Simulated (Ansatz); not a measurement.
# Al$_{2}$Cu: what the fields show

```
Al Cu
1.0
     0.00000    0.00000    5.70265
     0.00000    8.17606    0.00000
    -4.08803    0.00000    0.00000
Al Cu
8 4
Direct
  0.00000 0.25306 0.50000
  0.50000 0.75306 0.50000
  0.00000 0.74694 0.50000
  0.50000 0.24694 0.50000
  0.00000 0.00000 0.00000
  0.50000 0.50000 0.00000
  0.00000 0.50000 0.00000
  0.50000 0.00000 0.00000
  0.25000 0.75000 0.00000
  0.75000 0.25000 0.00000
  0.25000 0.25000 0.00000
  0.75000 0.75000 0.00000
```

Space group Cmmm; a structure from a database of computed crystals, not necessarily the ambient phase; computed without spin polarisation.

The calculation used DFT r2SCAN, scalar-relativistic, plane waves, PAW in Ansatz 0.2.0.

In a PAW calculation such maps are meaningful between the atoms, not at the nuclei.

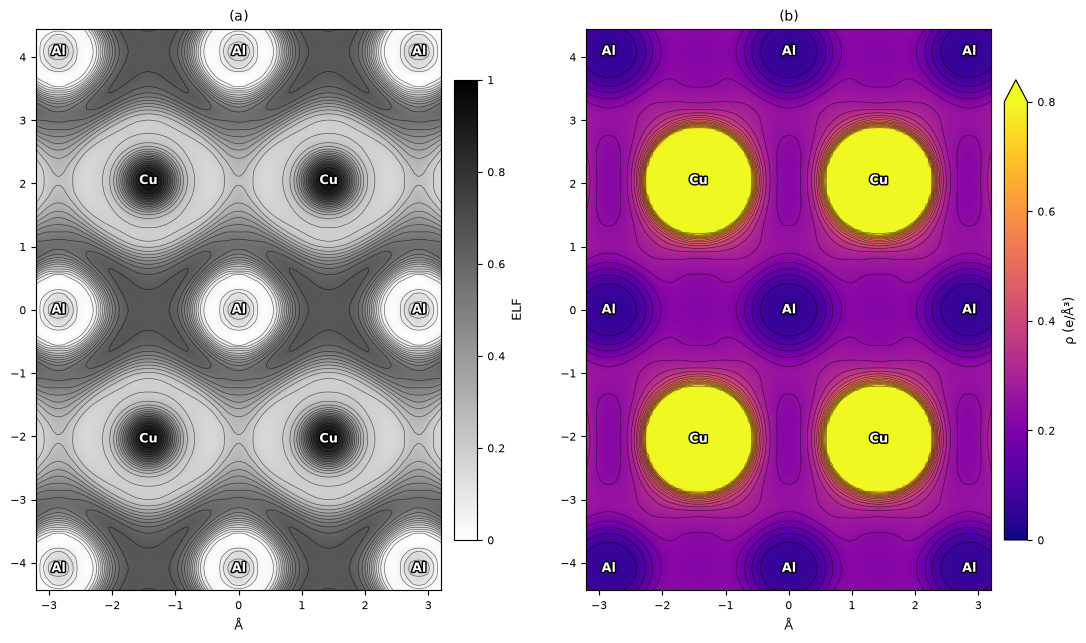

Figure 1. (a) ELF; (b) valence electron density on the (010) plane of the conventional cell.

**Interpret the plot.**

The section cuts through Al and Cu sites. Al–Cu (2.49 Å): ρ is about 0.31 e/Å³ halfway; the ELF peaks at about 0.60 between the atoms. Al–Al (2.85 Å): the density is about 0.21 e/Å³ at the midpoint; the ELF peaks at about 0.65 between the atoms. Cu–Cu (2.85 Å): ρ is about 0.22 e/Å³ halfway; the ELF is about 0.25 at the midpoint (no localised pair shows between them). Between the atoms the lowest density in this plane is 0.21 e/Å³. The features right at Cu lie inside the PAW spheres, where the map follows smoothed inner orbitals and isn't to be read closely.

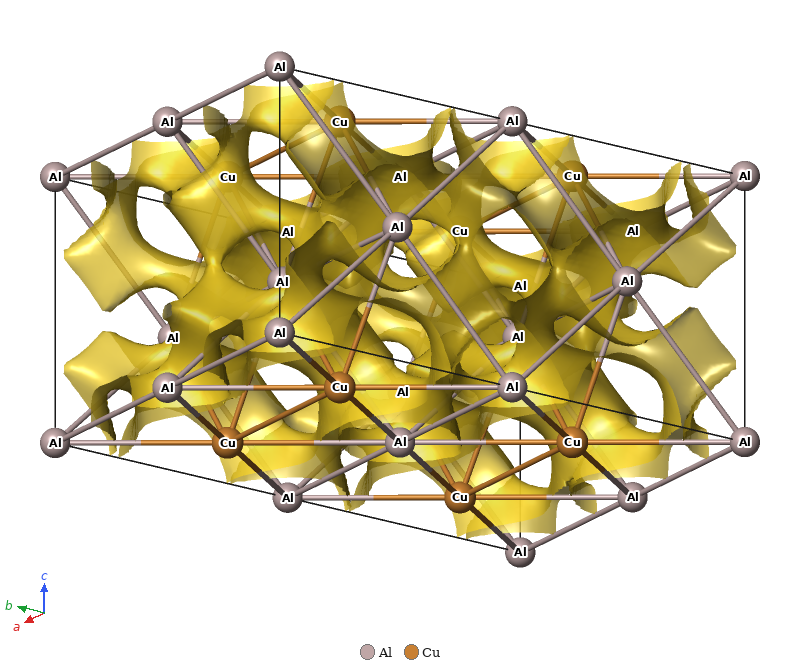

Figure 2. Isosurface of the ELF at 0.55 (yellow), seen at an oblique angle. Core shells and regions of very low density are left out. Sticks mark near contacts.

**Where are the electrons localised?**

The ELF exceeds this value in one network that runs through the whole crystal, counted in one cell of 12 atoms. Any copies at cell faces, edges or corners count once.

**Does the calculation give a band gap?**

It is metallic or semimetallic at this level of theory: no gap opens.
